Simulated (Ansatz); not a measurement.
# Geometry relaxation, with input and output: CoSi (part 1 of 2)

System: CoSi (P2₁3, 8 atoms in the cell).
Method: DFT PBE, scalar-relativistic, plane waves, PAW, no spin polarisation (Ansatz 0.2.0).

The structure derives from a Materials Project entry. Figures and captions count atoms from 1; the log counts them from 0 in places.

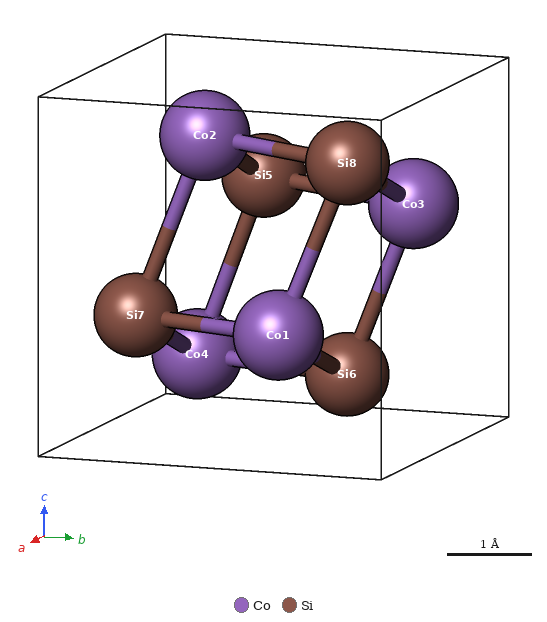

**Figure 1.** The starting structure (ball-and-stick view of the cell of the calculation, seen slightly off an axis; atoms are numbered from 1 in the order of the input). Near neighbours in the crystal (not all of them lie inside the picture): Co has 7 Si at 2.30 to 2.40 Å; Si has 7 Co at 2.30 to 2.40 Å.

Results in brief:

| quantity | value |
| --- | --- |
| outcome | converged |
| space group (tolerance 0.01 Å) | P2₁3 (198) |
| electrons treated | 84 |
| free energy | −23052.6933 eV |
| Fermi energy | 16.715 eV |
| gap on the k-point mesh | none (metallic) |
| pressure | 0.05 GPa |
| final volume | 86.96 Å³ |
| largest force (length of the vector) at the end | under 0.001 eV/Å |
| final cell | a = 4.430 Å, b = 4.430 Å, c = 4.430 Å, α = 90.00°, β = 90.00°, γ = 90.00° |
| hardware | 4 threads of Arm Neoverse V2, 128 GiB of memory available, shared host |
| wall time | 34 s (CPU time 2 min) |
| peak memory | 0.49 GiB |

Remarks:

The run has no spin polarisation, so a magnetic state may lie lower.

The input:
```yaml
crystal:
  lattice:
    - [4.3831181, 0.0, 0.0]
    - [0.0, 4.3831181, 0.0]
    - [0.0, 0.0, 4.3831181]
  atoms:
    - { symbol: Co, position: [0.85409671, 0.64590329, 0.35409671] }
    - { symbol: Co, position: [0.64590329, 0.35409671, 0.85409671] }
    - { symbol: Co, position: [0.35409671, 0.85409671, 0.64590329] }
    - { symbol: Co, position: [0.14590329, 0.14590329, 0.14590329] }
    - { symbol: Si, position: [0.15653929, 0.34346071, 0.65653929] }
    - { symbol: Si, position: [0.34346071, 0.65653929, 0.15653929] }
    - { symbol: Si, position: [0.65653929, 0.15653929, 0.34346071] }
    - { symbol: Si, position: [0.84346071, 0.84346071, 0.84346071] }
basis:
  ecutwfc: 420
kpoints:
  mp_grid: { grid: [8, 8, 8] }
hamiltonian:
  xc: pbe
scf:
  occupations: { method: gaussian, width: 0.1 }
output:
  forces: true
  stress: true
  eigenvalues: true
  write_density: true
  write_potential: true
  elf: true
  volumetric_format: npy
relax:
  adjacent_minimum: "off"
  f_tol: 0.005
  max_steps: 80
  cell: { stress_tol: 0.05 }
```

Launched with:
```bash
ansatz run input.yaml --threads 4 --pin off --max-ram 8192MiB --backend cpu --events-out ev --progress --plain --runs-dir out
```

The program's output:
```
Engine: ansatz 0.2.0, aarch64-unknown-linux-gnu
Pseudopotentials: kind: paw
Pseudopotential: Co, paw, valence charge 17, recommended cutoff 420 eV (normal), Co.paw.azcp
Pseudopotential: Si, paw, valence charge 4, recommended cutoff 420 eV (normal), Si.paw.azcp
Functional definition: PBE
  parameter kappa = 0.804
  parameter beta = 0.06672455060314922
  exchange = pbe_x(kappa = kappa, mu = beta*pi^2/3)
  correlation = pbe_c(beta = beta)
Crystal: 8 atoms, lattice volume = 84.207 Å³
Basis set: ecut = 420 eV, 1647 PW (Γ), exchange–correlation on 60×60×60 points (8 copies of the dense FFT grid, shifted against one another)
Bands: 51, of which v1, the nominal top of the filled ones, is band 42 counted from 1 (41 counted from 0)
Symmetry: 12 space group operations
Space group: P213 (ITA 198), of the structure as read, at distance tolerance 4.4e-5 Å
k-points: 45 of 512 (time reversal used)
Non-local potential: Co, projectors of the file, l = 0: 3, l = 1: 2, l = 2: 3, l = 3: 1
Non-local potential: Si, projectors of the file, l = 0: 2, l = 1: 2, l = 2: 2
PAW form: soft (Blöchl's): semilocal exchange-correlation on the pseudo side does not see the compensation charge
PAW one-centre angular grid: Co, 590 points (default); XC on 64 Gauss nodes
PAW one-centre angular grid: Si, 110 points (default); XC on 64 Gauss nodes
Initial density: superposition of atomic densities (neutral atoms: chi_scale 0, normalization atom), corrected by the library's trained network
Initial wavefunctions: pseudopotential atomic-orbital guess
Functional: x = pbe(κ = 0.804, μ = 0.2195149727645171), c = pbe(β = 0.06672455060314922)
SCF iter   1: F=—  HF=-23052.632011 eV  |F-HF|=—  |Δ(HF+E_count)|=         —  Δρ=7.10e-3  dr2=9.21e-3  ethr=1.77e-3  ⟨swp⟩=7.0  Hψ=9025  notcnv=0  defer=9
preconditioner: auto → Kerker (q_TF=auto, 2.727 Å⁻¹)  [metal: Δε(μ)=0.146 eV  Ē_g=6.908 eV  σ=0.100 eV  W_gap=0.50  n_scr=26 (ndim 8)  ℏωp=29.2 eV  f_vac=0.000  D(μ)=1.17/eV (n_scr^D=6)]
SCF iter   2: F=—  HF=-23052.629134 eV  |F-HF|=—  |Δ(HF+E_count)|=   2.88e-3  Δρ=3.06e-3  dr2=2.13e-3  ethr=1.10e-5  ⟨swp⟩=2.1  Hψ=3704  notcnv=0  defer=11
preconditioner: auto → Resta (q_TF=auto, 2.727 Å⁻¹)  ε∞=18.8  [insulator: Δε(μ)=0.145 eV  Ē_g=6.908 eV  σ=0.100 eV  W_gap=0.53  n_scr=26 (ndim 8)  ℏωp=29.2 eV  f_vac=0.000  D(μ)=1.22/eV (n_scr^D=6)  ε∞_Penn≈18.8]
SCF iter   3: F=—  HF=-23052.629673 eV  |F-HF|=—  |Δ(HF+E_count)|=   5.39e-4  Δρ=3.66e-3  dr2=6.88e-3  ethr=2.54e-6  ⟨swp⟩=2.0  Hψ=3881  notcnv=0  defer=11  recentre
SCF iter   4: F=—  HF=-23052.628769 eV  |F-HF|=—  |Δ(HF+E_count)|=   9.04e-4  Δρ=7.83e-4  dr2=2.39e-4  ethr=2.54e-6  ⟨swp⟩=2.0  Hψ=3033  notcnv=0  defer=11
SCF iter   5: F=—  HF=-23052.628789 eV  |F-HF|=—  |Δ(HF+E_count)|=   2.07e-5  Δρ=3.73e-4  dr2=7.41e-5  ethr=2.85e-7  ⟨swp⟩=2.0  Hψ=3038  notcnv=0  defer=11
SCF iter   6: F=—  HF=-23052.629043 eV  |F-HF|=—  |Δ(HF+E_count)|=   2.53e-4  Δρ=2.10e-4  dr2=2.44e-5  ethr=8.83e-8  ⟨swp⟩=1.0  Hψ=2170  notcnv=0  defer=11
SCF iter   7: F=—  HF=-23052.629040 eV  |F-HF|=—  |Δ(HF+E_count)|=   2.62e-6  Δρ=4.04e-5  dr2=1.00e-6  ethr=2.91e-8  ⟨swp⟩=1.8  Hψ=2509  notcnv=0  defer=11
SCF iter   8: F=-23052.629040 eV  HF=-23052.629040 eV  |F-HF|=5.70e-9  |Δ(HF+E_count)|=   1.10e-7  Δρ=5.32e-6  dr2=1.23e-8  ethr=1.19e-10  ⟨swp⟩=11.5  Hψ=16128  notcnv=0
SCF 1 converged in 8 iterations: F = -23052.629040 eV  dr2 = 1.23e-8
  greatest PAW one-centre occupation: 1.000 electrons in one spin orbital (limit 2), on the Co atom at site 1 (counted from 0), in its partial waves of l = 1
relax step   1: F+E_penalty+E_count = -23052.62903994 eV  Δ(F+E_penalty+E_count) = +0.000e0 eV  max|allowed force component| = 8.769e-3 eV/Å  Δτ_max = 0.0000 Å  P = +7.700 GPa  Ω = 84.207 Å³  (8 SCF iters, dr2 threshold 1.00e-7 eV, accepted)
Crystal: 8 atoms, lattice volume = 85.647 Å³
Basis set: ecut = 420 eV, 1743 PW (Γ), exchange–correlation on 60×60×60 points (8 copies of the dense FFT grid, shifted against one another)
Initial density: handed on by an earlier stage of this run
Initial wavefunctions: those handed on with the density
iter 1 solved again at ethr=3.91e-6 eV; its pass at ethr=3.10e-3 eV (dr2=3.29e-3 eV) is discarded
SCF iter   1: F=—  HF=-23052.678424 eV  |F-HF|=—  |Δ(HF+E_count)|=         —  Δρ=2.55e-3  dr2=3.62e-3  ethr=3.91e-6  ⟨swp⟩=1.1  Hψ=10107  notcnv=0
preconditioner: auto → Resta (q_TF=auto, 2.719 Å⁻¹)  ε∞=19.2  [insulator: Δε(μ)=0.142 eV  Ē_g=6.787 eV  σ=0.100 eV  W_gap=0.56  n_scr=26 (ndim 8)  ℏωp=28.9 eV  f_vac=0.000  D(μ)=1.31/eV (n_scr^D=6)  ε∞_Penn≈19.2]
SCF iter   2: F=—  HF=-23052.677811 eV  |F-HF|=—  |Δ(HF+E_count)|=   6.13e-4  Δρ=6.93e-4  dr2=3.03e-4  ethr=3.91e-6  ⟨swp⟩=2.3  Hψ=2780  notcnv=0
SCF iter   3: F=—  HF=-23052.677988 eV  |F-HF|=—  |Δ(HF+E_count)|=   1.78e-4  Δρ=2.77e-4  dr2=6.03e-5  ethr=3.61e-7  ⟨swp⟩=2.0  Hψ=3069  notcnv=0
SCF iter   4: F=—  HF=-23052.677978 eV  |F-HF|=—  |Δ(HF+E_count)|=   1.02e-5  Δρ=1.57e-4  dr2=1.85e-5  ethr=7.18e-8  ⟨swp⟩=2.2  Hψ=3453  notcnv=0
iter 5 did not close the SCF: its close was put off for the readings that it lacked (scf_convergence_deferred on its scf_iter line)
SCF iter   5: F=-23052.677976 eV  HF=-23052.677976 eV  |F-HF|=7.29e-8  |Δ(HF+E_count)|=   2.30e-6  Δρ=2.27e-5  dr2=1.94e-7  ethr=2.20e-8  ⟨swp⟩=2.1  Hψ=2786  notcnv=0
SCF iter   6: F=-23052.677976 eV  HF=-23052.677976 eV  |F-HF|=8.62e-10  |Δ(HF+E_count)|=   9.54e-8  Δρ=2.40e-6  dr2=3.79e-9  ethr=2.31e-10  ⟨swp⟩=6.5  Hψ=14443  notcnv=0
SCF 2 converged in 6 iterations: F = -23052.677976 eV  dr2 = 3.79e-9
relax step   2: F+E_penalty+E_count = -23052.67797592 eV  Δ(F+E_penalty+E_count) = -4.894e-2 eV  max|allowed force component| = 6.079e-3 eV/Å  Δτ_max = 0.0012 Å  P = +3.462 GPa  Ω = 85.647 Å³  energy of the carried Pulay correction = -9.050e-4 eV  (6 SCF iters, dr2 threshold 8.00e-7 eV, accepted)
Crystal: 8 atoms, lattice volume = 86.873 Å³
iter 1 solved again at ethr=3.48e-6 eV; its pass at ethr=3.10e-3 eV (dr2=2.92e-3 eV) is discarded
SCF iter   1: F=—  HF=-23052.691329 eV  |F-HF|=—  |Δ(HF+E_count)|=         —  Δρ=2.18e-3  dr2=2.68e-3  ethr=3.48e-6  ⟨swp⟩=2.0  Hψ=9915  notcnv=0
preconditioner: auto → Resta (q_TF=auto, 2.713 Å⁻¹)  ε∞=19.4  [insulator: Δε(μ)=0.140 eV  Ē_g=6.689 eV  σ=0.100 eV  W_gap=0.56  n_scr=26 (ndim 8)  ℏωp=28.7 eV  f_vac=0.000  D(μ)=1.35/eV (n_scr^D=6)  ε∞_Penn≈19.4]
SCF iter   2: F=—  HF=-23052.690879 eV  |F-HF|=—  |Δ(HF+E_count)|=   4.50e-4  Δρ=6.23e-4  dr2=2.39e-4  ethr=3.19e-6  ⟨swp⟩=2.3  Hψ=2938  notcnv=0
SCF iter   3: F=—  HF=-23052.691100 eV  |F-HF|=—  |Δ(HF+E_count)|=   2.22e-4  Δρ=2.38e-4  dr2=4.18e-5  ethr=2.85e-7  ⟨swp⟩=2.2  Hψ=3343  notcnv=0
SCF iter   4: F=—  HF=-23052.691094 eV  |F-HF|=—  |Δ(HF+E_count)|=   6.12e-6  Δρ=1.16e-4  dr2=1.04e-5  ethr=4.98e-8  ⟨swp⟩=2.0  Hψ=3395  notcnv=0
iter 5 did not close the SCF: its close was put off for the readings that it lacked (scf_convergence_deferred on its scf_iter line)
SCF iter   5: F=-23052.691093 eV  HF=-23052.691093 eV  |F-HF|=3.46e-8  |Δ(HF+E_count)|=   1.33e-6  Δρ=2.15e-5  dr2=1.72e-7  ethr=1.24e-8  ⟨swp⟩=2.1  Hψ=2844  notcnv=0
SCF iter   6: F=-23052.691093 eV  HF=-23052.691093 eV  |F-HF|=1.59e-9  |Δ(HF+E_count)|=   4.95e-8  Δρ=2.29e-6  dr2=2.82e-9  ethr=2.05e-10  ⟨swp⟩=6.3  Hψ=14109  notcnv=0
SCF 3 converged in 6 iterations: F = -23052.691093 eV  dr2 = 2.82e-9
  greatest PAW one-centre occupation: 1.000 electrons in one spin orbital (limit 2), on the Co atom at site 2 (counted from 0), in its partial waves of l = 1
relax step   3: F+E_penalty+E_count = -23052.69109291 eV  Δ(F+E_penalty+E_count) = -1.312e-2 eV  max|allowed force component| = 1.172e-2 eV/Å  Δτ_max = 0.0025 Å  P = +0.165 GPa  Ω = 86.873 Å³  energy of the carried Pulay correction = -1.664e-3 eV  (6 SCF iters, dr2 threshold 8.00e-7 eV, accepted)
Crystal: 8 atoms, lattice volume = 86.949 Å³
iter 1 solved again at ethr=5.16e-8 eV; its pass at ethr=3.10e-3 eV (dr2=4.33e-5 eV) is discarded
SCF iter   1: F=—  HF=-23052.690917 eV  |F-HF|=—  |Δ(HF+E_count)|=         —  Δρ=2.38e-4  dr2=4.08e-5  ethr=5.16e-8  ⟨swp⟩=2.0  Hψ=9616  notcnv=0
preconditioner: auto → Resta (q_TF=auto, 2.713 Å⁻¹)  ε∞=19.5  [insulator: Δε(μ)=0.139 eV  Ē_g=6.684 eV  σ=0.100 eV  W_gap=0.56  n_scr=26 (ndim 8)  ℏωp=28.7 eV  f_vac=0.000  D(μ)=1.35/eV (n_scr^D=6)  ε∞_Penn≈19.5]
SCF iter   2: F=—  HF=-23052.691171 eV  |F-HF|=—  |Δ(HF+E_count)|=   2.53e-4  Δρ=1.12e-4  dr2=1.10e-5  ethr=4.85e-8  ⟨swp⟩=1.0  Hψ=2295  notcnv=0
SCF iter   3: F=—  HF=-23052.691167 eV  |F-HF|=—  |Δ(HF+E_count)|=   3.51e-6  Δρ=2.10e-5  dr2=4.22e-7  ethr=1.31e-8  ⟨swp⟩=2.0  Hψ=3265  notcnv=0
SCF iter   4: F=—  HF=-23052.691167 eV  |F-HF|=—  |Δ(HF+E_count)|=   1.39e-7  Δρ=1.12e-5  dr2=7.88e-8  ethr=5.02e-10  ⟨swp⟩=2.0  Hψ=3470  notcnv=0
iter 5 did not close the SCF: its close was put off for the readings that it lacked (scf_convergence_deferred on its scf_iter line)
SCF iter   5: F=-23052.691167 eV  HF=-23052.691167 eV  |F-HF|=7.28e-11  |Δ(HF+E_count)|=   8.24e-9  Δρ=1.58e-6  dr2=1.18e-9  ethr=9.38e-11  ⟨swp⟩=2.1  Hψ=2898  notcnv=0
SCF iter   6: F=-23052.691167 eV  HF=-23052.691167 eV  |F-HF|=1.24e-10  |Δ(HF+E_count)|=  6.91e-11  Δρ=5.85e-7  dr2=1.92e-10  ethr=1.40e-12  ⟨swp⟩=4.4  Hψ=12150  notcnv=0
SCF 4 converged in 6 iterations: F = -23052.691167 eV  dr2 = 1.92e-10
  greatest PAW one-centre occupation: 1.000 electrons in one spin orbital (limit 2), on the Co atom at site 3 (counted from 0), in its partial waves of l = 1
relax step   4: F+E_penalty+E_count = -23052.69116685 eV  Δ(F+E_penalty+E_count) = -7.394e-5 eV  max|allowed force component| = 7.809e-3 eV/Å  Δτ_max = 0.0011 Å  P = -0.013 GPa  Ω = 86.949 Å³  energy of the carried Pulay correction = -1.710e-3 eV  (6 SCF iters, dr2 threshold 6.80e-8 eV, accepted)
Crystal: 8 atoms, lattice volume = 86.957 Å³
iter 1 solved again at ethr=9.59e-8 eV; its pass at ethr=3.10e-3 eV (dr2=8.05e-5 eV) is discarded
SCF iter   1: F=—  HF=-23052.690981 eV  |F-HF|=—  |Δ(HF+E_count)|=         —  Δρ=2.98e-4  dr2=7.60e-5  ethr=9.59e-8  ⟨swp⟩=2.0  Hψ=8529  notcnv=0
SCF iter   2: F=—  HF=-23052.691205 eV  |F-HF|=—  |Δ(HF+E_count)|=   2.24e-4  Δρ=1.71e-4  dr2=2.88e-5  ethr=9.04e-8  ⟨swp⟩=1.0  Hψ=2295  notcnv=0
SCF iter   3: F=—  HF=-23052.691190 eV  |F-HF|=—  |Δ(HF+E_count)|=   1.44e-5  Δρ=1.97e-5  dr2=2.83e-7  ethr=3.42e-8  ⟨swp⟩=2.0  Hψ=3290  notcnv=0
SCF iter   4: F=—  HF=-23052.691216 eV  |F-HF|=—  |Δ(HF+E_count)|=   2.61e-5  Δρ=1.10e-5  dr2=5.80e-8  ethr=3.36e-10  ⟨swp⟩=2.0  Hψ=3726  notcnv=0
iter 5 did not close the SCF: its close was put off for the readings that it lacked (scf_convergence_deferred on its scf_iter line)
SCF iter   5: F=-23052.691216 eV  HF=-23052.691216 eV  |F-HF|=1.16e-9  |Δ(HF+E_count)|=   3.98e-9  Δρ=2.04e-6  dr2=2.38e-9  ethr=6.91e-11  ⟨swp⟩=2.2  Hψ=3246  notcnv=0
SCF iter   6: F=-23052.691216 eV  HF=-23052.691216 eV  |F-HF|=1.49e-10  |Δ(HF+E_count)|=  4.77e-10  Δρ=6.99e-7  dr2=3.13e-10  ethr=2.83e-12  ⟨swp⟩=4.6  Hψ=12043  notcnv=0
SCF 5 converged in 6 iterations: F = -23052.691216 eV  dr2 = 3.13e-10
relax step   5: F+E_penalty+E_count = -23052.69121624 eV  Δ(F+E_penalty+E_count) = -4.939e-5 eV  max|allowed force component| = 9.250e-5 eV/Å  Δτ_max = 0.0018 Å  P = -0.000 GPa  Ω = 86.957 Å³  energy of the carried Pulay correction = -1.715e-3 eV  (6 SCF iters, dr2 threshold 3.81e-9 eV, accepted)
Initial wavefunctions: pseudopotential atomic-orbital guess (no wavefunctions were taken with the density)
iter 1 solved again at ethr=1.26e-6 eV; its pass at ethr=3.10e-3 eV (dr2=1.06e-3 eV) is discarded
SCF iter   1: F=—  HF=-23052.692443 eV  |F-HF|=—  |Δ(HF+E_count)|=         —  Δρ=6.45e-4  dr2=1.08e-5  ethr=1.26e-6  ⟨swp⟩=3.0  Hψ=13976  notcnv=0
SCF iter   2: F=—  HF=-23052.693107 eV  |F-HF|=—  |Δ(HF+E_count)|=   6.64e-4  Δρ=3.36e-4  dr2=5.02e-6  ethr=1.29e-8  ⟨swp⟩=2.5  Hψ=3710  notcnv=0
SCF iter   3: F=—  HF=-23052.693268 eV  |F-HF|=—  |Δ(HF+E_count)|=   1.61e-4  Δρ=2.49e-5  dr2=2.21e-7  ethr=5.97e-9  ⟨swp⟩=1.0  Hψ=2299  notcnv=0
SCF iter   4: F=—  HF=-23052.693268 eV  |F-HF|=—  |Δ(HF+E_count)|=   1.41e-8  Δρ=5.46e-6  dr2=4.50e-9  ethr=2.63e-10  ⟨swp⟩=2.0  Hψ=3105  notcnv=0
SCF iter   5: F=—  HF=-23052.693268 eV  |F-HF|=—  |Δ(HF+E_count)|=   2.35e-8  Δρ=3.37e-6  dr2=4.11e-9  ethr=5.35e-12  ⟨swp⟩=2.0  Hψ=4190  notcnv=0
SCF iter   6: F=-23052.693268 eV  HF=-23052.693268 eV  |F-HF|=3.64e-11  |Δ(HF+E_count)|=   8.77e-9  Δρ=2.63e-7  dr2=5.88e-11  ethr=1.00e-12  ⟨swp⟩=5.4  Hψ=11333  notcnv=0
SCF 6 converged in 6 iterations: F = -23052.693268 eV  dr2 = 5.88e-11
relax step   6: F+E_penalty+E_count = -23052.69326811 eV  Δ(F+E_penalty+E_count) = -2.052e-3 eV  max|allowed force component| = 1.881e-4 eV/Å  Δτ_max = 0.0000 Å  P = +0.047 GPa  Ω = 86.957 Å³  stress off target by 4.66e-2 GPa  SCF on the basis re-selected at this cell (its energy is not comparable with the rows above)  (6 SCF iters)
```

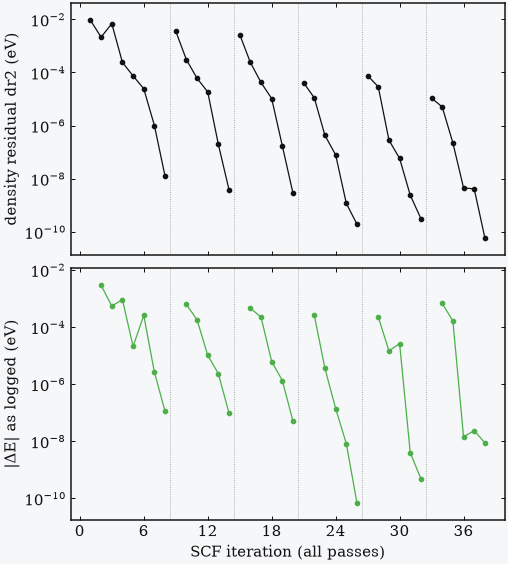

**Figure 2.** Convergence of the self-consistent field: density residual dr2 and size of the energy change against the SCF iteration. The dotted lines part the SCF passes of the relaxation: geometry steps, rejected trials and re-solves on a re-selected basis. The 6 passes take 6 to 8 iterations each, 38 in all.

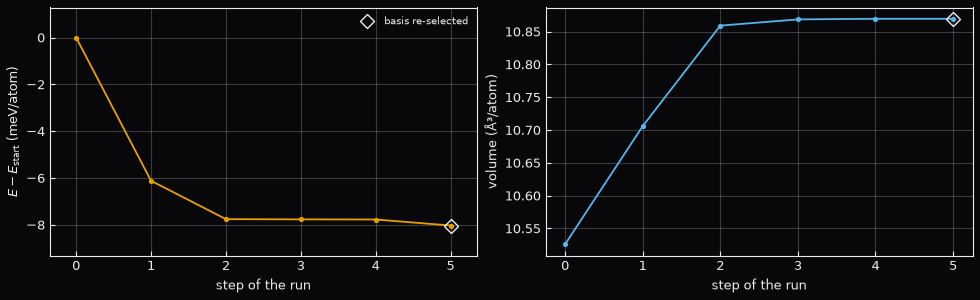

**Figure 3.** Progress of the relaxation, step by step (the first geometry is step 0 here and step 1 in the log).
